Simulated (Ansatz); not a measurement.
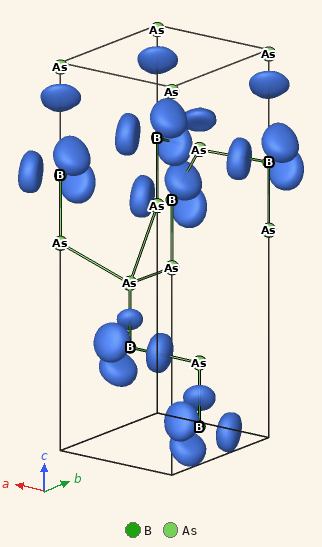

Figure. B$_{3}$As$_{5}$. Isosurface of the ELF at 0.75 (blue), seen at an oblique angle. Only the valence region is drawn (cores and ρ < 0.01 e/Å³ removed). Sticks mark near contacts.

Space group P3m1; a generated structure, not necessarily the stable one.

Level of theory: DFT PBE, scalar-relativistic, plane waves, PAW (Ansatz).

In a PAW calculation such maps are meaningful between the atoms, not at the nuclei.

### What do the ELF domains correspond to?

The surface consists of eleven regions between bonded As–B atoms and two lobes on As, pointing away from the bonds (lone pairs), counted in one cell of 8 atoms. Regions shared between cells count once.

Values along the shortest contacts:
B–As (2.07 Å): the ELF peaks at about 0.90 between the atoms. As–As (2.48 Å): the ELF peaks at about 0.75 between the atoms.

### Metal or insulator at this level of theory?

It is gapless in this calculation (a metal or semimetal).
